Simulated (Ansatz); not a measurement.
# How many bands does the GW gap of MgO (Periclase) need?

How do accuracy and time trade against each other in G0W0 on MgO (Periclase)?

Calculated with Ansatz 0.2.0; G0W0 on PBE, plane waves, PAW.

The database entry behind the starting cell differs from later determinations by our own check (about 0.1 % long), so it need not match the best structure at ambient conditions.

## (1) The starting structure

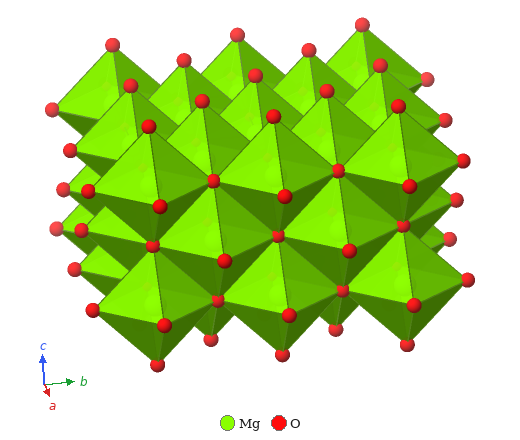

The starting structure, seen slightly off an axis (magnesium green, oxygen red). 2×2×1 cells are drawn. This picture shows the conventional cell, with its axes. Some periodic images of atoms are drawn too.

As a file:

```cif
data_structure
_symmetry_space_group_name_H-M 'P 1'
_symmetry_Int_Tables_number 1
_cell_length_a 2.9819
_cell_length_b 2.9819
_cell_length_c 2.9819
_cell_angle_alpha 60.000
_cell_angle_beta 60.000
_cell_angle_gamma 60.000
_cell_volume 18.75
loop_
_atom_site_label
_atom_site_type_symbol
_atom_site_fract_x
_atom_site_fract_y
_atom_site_fract_z
_atom_site_occupancy
Mg1 Mg 0.00000 0.00000 0.00000 1
O2 O 0.50000 0.50000 0.50000 1
```

The cell and positions come from the Crystallography Open Database and are kept as given unless a step says otherwise. The default PAW set here is soft_2. Its files were made with PBE.

## (2) 19 empty bands, screening to 60 eV

G0W0 replaces the xc potential by the self-energy, built once from these orbitals. Only a window of levels is corrected, while the sums run over the empty bands that the input names.

The input, input.yaml:

```yaml
crystal:
  lattice:
    - [0.0, 2.1085, 2.1085]
    - [2.1085, 0.0, 2.1085]
    - [2.1085, 2.1085, 0.0]
  atoms:
    - { symbol: Mg, position: [0.0, 0.0, 0.0] }
    - { symbol: O, position: [0.5, 0.5, 0.5] }
kpoints:
  mp_grid: { grid: [6, 6, 6] }
hamiltonian:
  xc: pbe
scf:
  occupations: { method: fixed }
gw:
  n_empty_bands: 19
  ecut_chi: 60
  qp_bands: [v2, c2]
  qp_kpoints: band_edges
  screening: { model: contour_deformation }
```

Run with:

```console
> ansatz run input.yaml --threads 3 --pin off --max-ram 92160MiB --backend cuda --events-out ev --progress --plain --runs-dir out --devices 1 --max-vram 13GiB  # rebuilt from the run's record
```

Numbers of over 12 decimals in the logs are rounded to 6 here.

The log of the run:

```text
GPUs: using 1 of 1 available (devices: 1).
Engine: ansatz 0.2.0, x86_64-unknown-linux-gnu
Pseudopotentials: kind: paw
Pseudopotential: Mg, paw, valence charge 10, recommended cutoff 420 eV (normal), Mg.paw.azcp
Pseudopotential: O, paw, valence charge 6, recommended cutoff 420 eV (normal), O.paw.azcp
Functional definition: PBE
  parameter kappa = 0.804
  parameter beta = 0.066725
  exchange = pbe_x(kappa = kappa, mu = beta*pi^2/3)
  correlation = pbe_c(beta = beta)
device memory: the entry about to start is reckoned to put 0.4 GiB on a device that reports 53.0 GiB free (of which the cap on the GPU budget leaves the run 13.0 GiB)
GPU FFT provider: cuFFT
GPU libraries: cuBLAS 13.8.2, cuFFT 12.4.0, cuSOLVER 12.3.4
Crystal: 2 atoms, lattice volume = 18.748 Å³
Basis set: ecut = 420 eV, 339 PW (Γ)
Bands: 12, of which v1, the nominal top of the filled ones, is band 8 counted from 1 (7 counted from 0)
Symmetry: 48 space group operations
Space group: Fm-3m (ITA 225), of the structure as read, at distance tolerance 2.7e-5 Å
k-points: 16 of 216
Non-local potential: Mg, projectors of the file, l = 0: 3, l = 1: 2, l = 2: 1
Non-local potential: O, projectors of the file, l = 0: 2, l = 1: 2, l = 2: 1
PAW form: soft (Blöchl's): semilocal exchange-correlation on the pseudo side does not see the compensation charge
PAW one-centre angular grid: Mg, 110 points (default); XC on 64 Gauss nodes
PAW one-centre angular grid: O, 110 points (default); XC on 64 Gauss nodes
Initial density: superposition of atomic densities (neutral atoms: chi_scale 0, normalization atom), corrected by the library's trained network
Initial wavefunctions: pseudopotential atomic-orbital guess
GPU buffer pool allocated for 8000 grid points (all kernels)
GPU transforms: local potential and band sums: pruned to the plane-wave sphere, on 20×20×20
Functional: x = pbe(κ = 0.804, μ = 0.219515), c = pbe(β = 0.066725)
SCF iter   1: F=—  HF=-2494.132036 eV  |F-HF|=—  |Δ(HF+E_count)|=         —  Δρ=5.55e-4  dr2=6.30e-6  ethr=1.77e-3  ⟨swp⟩=4.0  Hψ=1041  notcnv=0  defer=11
preconditioner: auto → none  [insulator: Δε(μ)=4.708 eV  Ē_g=18.509 eV  n_scr=8 (ndim 8)  ℏωp=24.3 eV  f_vac=0.000  ε∞_Penn≈2.7]
SCF iter   2: F=—  HF=-2494.132399 eV  |F-HF|=—  |Δ(HF+E_count)|=   3.63e-4  Δρ=3.36e-4  dr2=5.98e-6  ethr=3.94e-8  ⟨swp⟩=3.2  Hψ=557  notcnv=0  defer=29
SCF iter   3: F=—  HF=-2494.132422 eV  |F-HF|=—  |Δ(HF+E_count)|=   2.30e-5  Δρ=1.84e-4  dr2=1.08e-6  ethr=3.74e-8  ⟨swp⟩=2.8  Hψ=307  notcnv=0  defer=30
SCF iter   4: F=—  HF=-2494.132437 eV  |F-HF|=—  |Δ(HF+E_count)|=   1.46e-5  Δρ=6.08e-5  dr2=3.79e-7  ethr=6.77e-9  ⟨swp⟩=2.0  Hψ=308  notcnv=0  defer=30
iter 5 did not close the SCF: its close was put off for the readings that it lacked (scf_convergence_deferred on its scf_iter line)
SCF iter   5: F=-2494.132437 eV  HF=-2494.132437 eV  |F-HF|=2.71e-8  |Δ(HF+E_count)|=   8.16e-7  Δρ=1.80e-5  dr2=2.50e-8  ethr=2.37e-9  ⟨swp⟩=2.0  Hψ=253  notcnv=0  defer=30
SCF iter   6: F=-2494.132437 eV  HF=-2494.132437 eV  |F-HF|=6.32e-11  |Δ(HF+E_count)|=   1.10e-8  Δρ=1.20e-6  dr2=8.55e-11  ethr=1.56e-10  ⟨swp⟩=3.8  Hψ=832  notcnv=0
SCF 1 converged in 6 iterations: F = -2494.132437 eV  dr2 = 8.55e-11
  greatest PAW one-centre occupation: 1.000 electrons in one spin orbital (limit 2), on the Mg atom at site 0 (counted from 0), in its partial waves of l = 0
device memory: the entry about to start is reckoned to put 0.4 GiB on a device that reports 52.7 GiB free (of which the cap on the GPU budget leaves the run 13.0 GiB)
NSCF: frozen V_eff on 16 k-points, pencils in batches of 32, up to order 48
the band table was solved once the SCF had ended and its energy, with any forces and stress, was formed, with the checks that follow a solve (1085 applications of the Hamiltonian). They found nothing against the state; the energy, forces and stress were not computed again (output.eigenvalues in the input reference)
device memory: the entry about to start is reckoned to put 0.4 GiB on a device that reports 49.9 GiB free (of which the cap on the GPU budget leaves the run 13.0 GiB)
NSCF: frozen V_eff on 16 k-points, pencils in batches of 32, up to order 128
G₀W₀ screening: q 1/16
[... further progress lines ...]
device memory: the entry about to start is reckoned to put 0.2 GiB on a device that reports 46.7 GiB free (of which the cap on the GPU budget leaves the run 13.0 GiB)
NSCF: frozen V_eff on 1 k-points
device memory: the entry about to start is reckoned to put 0.2 GiB on a device that reports 46.7 GiB free (of which the cap on the GPU budget leaves the run 13.0 GiB)
NSCF: frozen V_eff on 1 k-points
SCF converged after 6 iterations
Free energy (F): -2494.132437 eV
Harris-Foulkes:  -2494.132437 eV  (|F-HF|=6.32e-11)
Internal energy: -2494.132437 eV  (E = F + TS)
E sigma→0 (E₀):  -2494.132437 eV
Fermi energy:    8.092087 eV
--- Per-component energies (eV) ---
  E_band       = -293.266913
  E_kinetic    = 255.749590
  E_local      = -1604.637787  (includes V_loc(G=0)·N_el)
  E_nonlocal   = 142.808430
  E_hartree    = 555.156348
  E_xc         = -105.259434
  E_vxc        = -134.889586  (∫ρ·V_xc dr)
  E_paw        = -450.095229  (= ΣΔE_a)
  E_vpaw       = -62.612435  (= ΣTr[D̂ρ^β])
  E_aug_tail   = 0.002520  (compensation charges beyond the density's cutoff)
  E_ewald      = -1287.856876
  E_smearing   = -0.000000  (= −TS)
  E_closure    = -0.000000  (closes the sum)
  Σ components = -2494.132437   (vs F -2494.132437, Δ=0.00e0)
--- Band table (eV; the first three rows and the last of 16) ---
  k-point 0: bands = [... 4 lower, -9.1424, 8.0921, 8.0921, 8.0921, 12.8009, 23.8929, 23.8929, 23.8929]
  k-point 1: bands = [... 4 lower, -8.8526, 6.5895, 7.9194, 7.9194, 14.2224, 21.5566, 24.4591, 24.4591]
  k-point 2: bands = [... 4 lower, -8.2037, 4.4427, 7.5973, 7.5973, 15.7494, 20.3929, 24.6654, 24.6654]
  k-point 15: bands = [... 4 lower, -7.5676, 4.5748, 5.8768, 6.4356, 18.6455, 19.4832, 20.5487, 24.5656]
--- G₀W₀: contour deformation, 6 samples at zero and on the imaginary axis and 4 off it, 216 q-points, 19 empty bands' worth ---
  eigenvalues of the whole cell's RPA ε∞ on this k-mesh (on a slab, of 1 + 4πα/V) = 3.0993, 3.0993, 3.0993; static W/v taken at q = 0 is 0.322658
  bands read: the sum over 27 bands ends inside a degenerate multiplet in 1 slot, whose members it reads at an even weight; the widest, k=9: bands 27 to 28 (counted from 1) at 1/2 each
  gw.qp_kpoints: band_edges: 8 of 16 stored k-points solved, in 1 pass; an edge of the gap read off the rows below is read off those points alone
    valence top: of the k-points left out ik 7 came nearest to being solved in a further pass, in band 8 (counted from 1, as in the quasiparticle table): it holds the edge there only if its correction is more favourable than any solved in that band by at least 0.646 eV; those differ by 0.319 eV
    conduction bottom: of the k-points left out ik 5 came nearest to being solved in a further pass, in band 9 (counted from 1, as in the quasiparticle table): it holds the edge there only if its correction is more favourable than any solved in that band by at least 3.430 eV; those differ by 0.738 eV
    ik  band        ε_KS         Σx   Σc(E_QP)       V_xc       Z   E_QP_lin       E_QP  E_QP is
     0     7      8.0921   -26.4287     4.6540   -20.9096  0.7968     7.2199     7.2269  root
     0     8      8.0921   -26.4287     4.6540   -20.9096  0.7968     7.2199     7.2269  root
     0     9     12.8009   -10.0317    -3.5125   -14.7718  0.8514    14.0377    14.0284  root
     0    10     23.8929    -3.6770    -4.4469    -9.5584  0.8368    25.3519    25.3274  root
     1     7      7.9194   -26.2498     4.6798   -20.6620  0.7960     7.0034     7.0114  root
     1     8      7.9194   -26.2498     4.6798   -20.6620  0.7960     7.0034     7.0114  root
     1     9     14.2224   -10.9048    -3.4468   -15.8041  0.8424    15.6892    15.6748  root
     1    10     21.5566    -4.5360    -4.4317   -10.3646  0.8316    22.9740    22.9535  root
     2     7      7.5973   -25.9436     4.7317   -20.2276  0.7942     6.6033     6.6131  root
     2     8      7.5973   -25.9436     4.7317   -20.2276  0.7942     6.6033     6.6131  root
     2     9     15.7494    -8.6522    -3.8268   -13.8918  0.8442    17.1774    17.1622  root
     2    10     20.3929    -8.2768    -4.4743   -14.6612  0.8148    22.3478    22.3030  root
     3     7      7.4457   -25.8105     4.7565   -20.0366  0.7934     6.4178     6.4284  root
     3     8      7.4457   -25.8105     4.7565   -20.0366  0.7934     6.4178     6.4284  root
     3     9     15.9875    -7.0104    -3.9091   -12.1526  0.8506    17.2317    17.2205  root
     3    10     20.6644   -10.6360    -4.7216   -17.6475  0.7981    23.0290    22.9543  root
     4     7      7.7089   -26.0732     4.6891   -20.4196  0.7953     6.7352     6.7443  root
     4     8      7.7089   -26.0732     4.6891   -20.4196  0.7953     6.7352     6.7443  root
     4     9     14.7021   -11.2526    -3.4598   -16.2701  0.8389    16.2771    16.2598  root
     4    10     20.8091    -3.4907    -4.3010    -9.0048  0.8422    22.0374    22.0222  root
     8     7      7.1657   -25.4050     4.6930   -19.6220  0.7935     6.0632     6.0757  root
     8     8      7.7781   -26.0993     4.7122   -20.4476  0.7950     6.8299     6.8386  root
     8     9     15.7575   -10.8129    -3.6858   -16.1584  0.8350    17.4393    17.4172  root
     8    10     20.3034    -5.3223    -4.2915   -11.0602  0.8339    21.7721    21.7497  root
     9     7      7.0484   -25.6209     4.7694   -19.7303  0.7922     5.9138     5.9272  root
     9     8      7.0484   -25.6209     4.7694   -19.7303  0.7922     5.9138     5.9272  root
     9     9     17.3557   -10.0150    -4.0023   -15.8445  0.8330    19.2136    19.1829  root
     9    10     18.1429    -3.7515    -4.0133    -8.8893  0.8533    19.2772    19.2674  root
    12     7      6.7586   -25.4740     4.8078   -19.4822  0.7908     5.5591     5.5745  root
    12     8      6.7586   -25.4740     4.8078   -19.4822  0.7908     5.5591     5.5745  root
    12     9     17.2342    -3.8722    -3.9053    -8.8663  0.8564    18.3316    18.3231  root
    12    10     18.0452    -7.2596    -4.1231   -12.9721  0.8542    19.6542    19.6346  root
```

It took 9.2 s on 1 × NVIDIA H100 80GB HBM3 (shared by 6 runs) with 3 threads of AMD EPYC 7R13 (Zen 3), shared host; peak memory 0.96 GiB.

This step gave:

| Property | Result |
| --- | --- |
| bands summed | 27 |
| RPA ε∞ on this mesh (eigenvalues) | 3.099, 3.099, 3.099 |
| plane waves in the screening matrix | 15 |
| q-points in the mesh | 216 |
| G0W0 gap on the mesh | 6.801 eV |
| k of the valence top | 0, 0, 0 |
| k of the conduction bottom | 0, 0, 0 |
| starting gap on the mesh | 4.709 eV |
| Z at the valence top | 0.7968 |
| Z at the conduction bottom | 0.8514 |
| least direct G0W0 gap on the computed points | 6.801 eV |

The gap on the mesh goes from 4.71 eV to 6.80 eV, a correction of +2.09 eV. Between the two edge states, bare exchange in place of the xc potential would open the gap by 10.26 eV, and correlation takes back 8.17 eV.

## (3) 55 empty bands, screening to 120 eV

Another rung: the empty bands reach about as high as the screening cutoff, so the two stay in balance.

input.yaml: that of step 2 with these lines changed.

```diff
@@ -15,4 +15,4 @@
 gw:
-  n_empty_bands: 19
-  ecut_chi: 60
+  n_empty_bands: 55
+  ecut_chi: 120
   qp_bands: [v2, c2]
```

The log of the run:

```text
GPUs: using 1 of 1 available (devices: 1).
[...]
GPU FFT provider: cuFFT
GPU libraries: cuBLAS 13.8.2, cuFFT 12.4.0, cuSOLVER 12.3.4
Crystal: 2 atoms, lattice volume = 18.748 Å³
Basis set: ecut = 420 eV, 339 PW (Γ)
Bands: 12, of which v1, the nominal top of the filled ones, is band 8 counted from 1 (7 counted from 0)
Symmetry: 48 space group operations
[...]
k-points: 16 of 216
[...]
GPU buffer pool allocated for 8000 grid points (all kernels)
[...]
SCF iter   1: F=—  HF=-2494.132036 eV  |F-HF|=—  |Δ(HF+E_count)|=         —  Δρ=5.55e-4  dr2=6.30e-6  ethr=1.77e-3  ⟨swp⟩=4.0  Hψ=1041  notcnv=0  defer=11
[...]
SCF iter   6: F=-2494.132437 eV  HF=-2494.132437 eV  |F-HF|=6.32e-11  |Δ(HF+E_count)|=   1.10e-8  Δρ=1.20e-6  dr2=8.55e-11  ethr=1.56e-10  ⟨swp⟩=3.8  Hψ=832  notcnv=0
SCF 1 converged in 6 iterations: F = -2494.132437 eV  dr2 = 8.55e-11
[...]
NSCF: frozen V_eff on 16 k-points, pencils in batches of 32, up to order 48
[...]
NSCF: frozen V_eff on 16 k-points
G₀W₀ screening: q 1/16
[... further progress lines ...]
[...]
SCF converged after 6 iterations
Free energy (F): -2494.132437 eV
[...]
Internal energy: -2494.132437 eV  (E = F + TS)
E sigma→0 (E₀):  -2494.132437 eV
Fermi energy:    8.092087 eV
[...]
--- Band table (eV; the first three rows and the last of 16) ---
  k-point 0: bands = [... 4 lower, -9.1424, 8.0921, 8.0921, 8.0921, 12.8009, 23.8929, 23.8929, 23.8929]
  k-point 1: bands = [... 4 lower, -8.8526, 6.5895, 7.9194, 7.9194, 14.2224, 21.5566, 24.4591, 24.4591]
  k-point 2: bands = [... 4 lower, -8.2037, 4.4427, 7.5973, 7.5973, 15.7494, 20.3929, 24.6654, 24.6654]
  k-point 15: bands = [... 4 lower, -7.5676, 4.5748, 5.8768, 6.4356, 18.6455, 19.4832, 20.5487, 24.5656]
[...]
0     7      8.0921   -26.4287     4.3082   -20.9096  0.7909     6.8676     6.8812  root
     0     8      8.0921   -26.4287     4.3082   -20.9096  0.7909     6.8676     6.8812  root
     0     9     12.8009   -10.0317    -3.6437   -14.7718  0.8470    13.9041    13.8973  root
     0    10     23.8929    -3.6770    -4.8190    -9.5584  0.8354    24.9676    24.9553  root
     1     7      7.9194   -26.2498     4.3413   -20.6620  0.7902     6.6582     6.6729  root
     1     8      7.9194   -26.2498     4.3413   -20.6620  0.7902     6.6582     6.6729  root
     1     9     14.2224   -10.9048    -3.6505   -15.8041  0.8378    15.4809    15.4712  root
     1    10     21.5566    -4.5360    -4.7578   -10.3646  0.8310    22.6394    22.6274  root
[...]
12     7      6.7586   -25.4740     4.5270   -19.4822  0.7862     5.2705     5.2938  root
    12     8      6.7586   -25.4740     4.5270   -19.4822  0.7862     5.2705     5.2938  root
    12     9     17.2342    -3.8722    -4.1717    -8.8663  0.8567    18.0613    18.0567  root
    12    10     18.0452    -7.2596    -4.4345   -12.9721  0.8529    19.3350    19.3232  root
```

It took 8.6 s on 1 × NVIDIA H100 80GB HBM3 (shared by 6 runs) with 3 threads; peak memory 0.97 GiB.

This step gave:

* bands summed: 63
* RPA ε∞ on this mesh (eigenvalues): 3.068, 3.068, 3.068
* plane waves in the screening matrix: 59
* q-points in the mesh: 216
* G0W0 gap on the mesh: 7.016 eV
* k of the valence top: 0, 0, 0
* k of the conduction bottom: 0, 0, 0
* starting gap on the mesh: 4.709 eV
* Z at the valence top: 0.7909
* Z at the conduction bottom: 0.8470
* least direct G0W0 gap on the computed points: 7.016 eV

Against the run with 6×6×6 mesh, 19 empty bands, screening to 60 eV, the gap moves by +0.21 eV.

## (4) 120 empty bands, screening to 200 eV

input.yaml: that of step 3 with these lines changed.

```diff
@@ -15,4 +15,4 @@
 gw:
-  n_empty_bands: 55
-  ecut_chi: 120
+  n_empty_bands: 120
+  ecut_chi: 200.0
   qp_bands: [v2, c2]
```

The log of the run:

```text
GPUs: using 1 of 1 available (devices: 1).
[...]
GPU FFT provider: cuFFT
GPU libraries: cuBLAS 13.8.2, cuFFT 12.4.0, cuSOLVER 12.3.4
Crystal: 2 atoms, lattice volume = 18.748 Å³
Basis set: ecut = 420 eV, 339 PW (Γ)
Bands: 12, of which v1, the nominal top of the filled ones, is band 8 counted from 1 (7 counted from 0)
Symmetry: 48 space group operations
[...]
k-points: 16 of 216
[...]
1    10     21.5566    -4.5360    -4.8453   -10.3646  0.8313    22.5502    22.5399  root
[...]
12     7      6.7586   -25.4740     4.2979   -19.4822  0.7832     5.0329     5.0646  root
    12     8      6.7586   -25.4740     4.2979   -19.4822  0.7832     5.0329     5.0646  root
    12     9     17.2342    -3.8722    -4.2329    -8.8663  0.8570    17.9993    17.9954  root
    12    10     18.0452    -7.2596    -4.5013   -12.9721  0.8523    19.2668    19.2563  root
[key lines of the parts left out:]
SCF converged after 6 iterations
Free energy (F): -2494.132437 eV
Fermi energy:    8.092087 eV
```

The job ended after 9.9 s (1 × NVIDIA H100 80GB HBM3 (shared by 6 runs) with 3 threads; peak memory 1 GiB; 12 s of CPU time).

Numbers from this step:

```yaml
bands_summed: 128
rpa_eps_infinity_on_this_mesh_eigenvalues: 3.058, 3.058, 3.058
plane_waves_in_the_screening_matrix: 113
g0w0_gap_on_the_mesh: 7.215 eV
k_of_the_valence_top: 0, 0, 0
k_of_the_conduction_bottom: 0, 0, 0
starting_gap_on_the_mesh: 4.709 eV
least_direct_g0w0_gap_on_the_computed_points: 7.215 eV
```

Against the run with 6×6×6 mesh, 55 empty bands, screening to 120 eV, the gap moves by +0.20 eV.

## (5) Changing the k mesh: 4×4×4 mesh, 55 empty bands, screening to 120 eV

Only the mesh changes. It samples the long-range screening, which converges on its own terms. Bands and cutoff differ from the step before, so it is read against an earlier run that matches them.

input.yaml, the sections that differ from step 4:

```yaml
kpoints:
  mp_grid: { grid: [4, 4, 4] }
gw:
  n_empty_bands: 55
  ecut_chi: 120
  qp_bands: [v2, c2]
  qp_kpoints: band_edges
  screening: { model: contour_deformation }
# crystal, hamiltonian, scf: as in step 4
```

The log of the run:

```text
GPUs: using 1 of 1 available (devices: 1).
[...]
GPU FFT provider: cuFFT
GPU libraries: cuBLAS 13.8.2, cuFFT 12.4.0, cuSOLVER 12.3.4
Crystal: 2 atoms, lattice volume = 18.748 Å³
Basis set: ecut = 420 eV, 339 PW (Γ)
Bands: 12, of which v1, the nominal top of the filled ones, is band 8 counted from 1 (7 counted from 0)
Symmetry: 48 space group operations
[...]
k-points: 8 of 64
[...]
1    10     20.6631    -6.0790    -4.7765   -12.0743  0.8223    21.8985    21.8818  root
[...]
6     7      6.7710   -25.5218     4.5920   -19.4784  0.7835     5.2950     5.3196  root
     6     8      6.7710   -25.5218     4.5920   -19.4784  0.7835     5.2950     5.3196  root
     6     9     17.2375    -3.8183    -4.2547    -8.8600  0.8514    18.0295    18.0246  root
     6    10     18.0472    -7.2156    -4.5145   -12.9701  0.8478    19.3002    19.2872  root
[key lines of the parts left out:]
SCF converged after 6 iterations
Free energy (F): -2494.120001 eV
Fermi energy:    8.106371 eV
```

Run time: 3.3 s. Hardware: 1 × NVIDIA H100 80GB HBM3 (shared by 6 runs) with 3 threads; peak memory 0.96 GiB; 3.9 s of CPU time.

This step gave:

```
bands summed                                 : 63
RPA ε∞ on this mesh (eigenvalues)            : 3.256, 3.256, 3.256
plane waves in the screening matrix          : 59
G0W0 gap on the mesh                         : 7.001 eV
k of the valence top                         : 0, 0, 0
k of the conduction bottom                   : 0, 0, 0
starting gap on the mesh                     : 4.701 eV
least direct G0W0 gap on the computed points : 7.001 eV
```

Against the run with 6×6×6 mesh, 55 empty bands, screening to 120 eV, the gap moves by −0.016 eV.

[end of part 1 of 2]

[Paths, hosts, dates, memory and timing lines, banners, echoed tables and standing remarks are left out of the program output.]

[Logs are printed without paths, hosts, clocks, repeated set-up lines and the standing remarks that a program may print on its own settings, such as how far it seeks lower states.]

[Runs of the session that timed out or met a known fault of the program may be left out.]

[Cells called generated may have been cut or substituted from an entry of the Crystallography Open Database or the Materials Project.]

[Hosts, paths, dates, database ids (printed as entryN), source tags and the programs' standing remarks are cut or masked in the printed files.]
